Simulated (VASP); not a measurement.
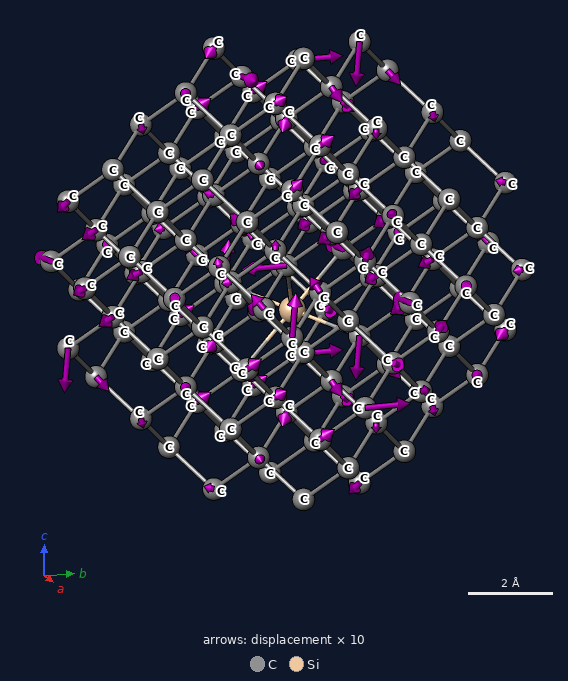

A relaxation of a defect cell of composition SiC$_{62}$ (cell charge −1). The starting structure is drawn; purple arrows show the displacements, magnified 10 times.

Style: ball-and-stick. Shown: the atoms within 5.8 Å of the atom that moves most (axes of the cell of the calculation), slightly off an axis.

The run lets the atoms move in a fixed cell.

Computed with Kohn-Sham DFT of a periodic cell, PBE, VASP PAW PBE potentials, recommended in VASP 6.6.1.

Input
```
SYSTEM = SiC62
PREC = Accurate ; ENCUT = 420
EDIFF = 1E-6 ; ISMEAR = -2
LREAL = Auto ; LASPH = .True.
NELM = 80 ; ALGO = Normal
ISIF = 2 ; LWAVE = .False.
LCHARG = .False. ; ISPIN = 2
MAGMOM = 0.16 0 0.16 0 0.16 0 0 0 0 0 0 0 0 0 0 0 0 0 0 0 0 0 0 0 0 0.16 0 0 0 0 0 0 0 0 0 0 0 0 0 0 0 0 0 0.16 0 0 0 0 0 0 0 0 0 0.16 0 0 0 0 0 0 0 0 0 ; LORBIT = 11
GGA = PE ; IBRION = 2
NSW = 30 ; EDIFFG = -0.015
NELECT = 253 ; ISYM = 0
NBANDS = 144 ; FERWE = 127*1.0 17*0.0
FERDO = 123*1.0 1.0 0.0 1.0 1.0 17*0.0 ; LUSENCCL = .False.
```

Launched with:
```bash
cat potpaw_PBE.64/C/POTCAR potpaw_PBE.64/Si/POTCAR > POTCAR
mpirun -np 1 vasp_gam > vasp.out
```

Question: What did the optimiser do to the structure, and how much energy did it gain?

Answer: Over 13 geometry steps the energy falls by 1.518 eV per cell of the calculation. The largest force component goes from 3.2 to 0.0079 eV/Å. The largest moves, 0.11 Å, are those of C atoms. Si stays in place. The cell stays as it was. Among the contacts that change: C–C 1.547 → 1.511 Å, C–C 1.547 → 1.578 Å, C–Si 1.946 → 1.964 Å, C–C 1.547 → 1.534 Å. Bond angles that change, for instance: C–C–Si 131.5° → 125.2°, C–C–C 109.5° → 114.4°, C–Si–C 80.9° → 85.7°. At step 1 the optimiser overshot: the energy rose above the start, and later steps came back.

Limits of the set-up: the periodic images lie only 7.1 Å apart, so the values are limited by the cell's size; the cell is charged, on a uniform background, and energies carry no finite-size correction.
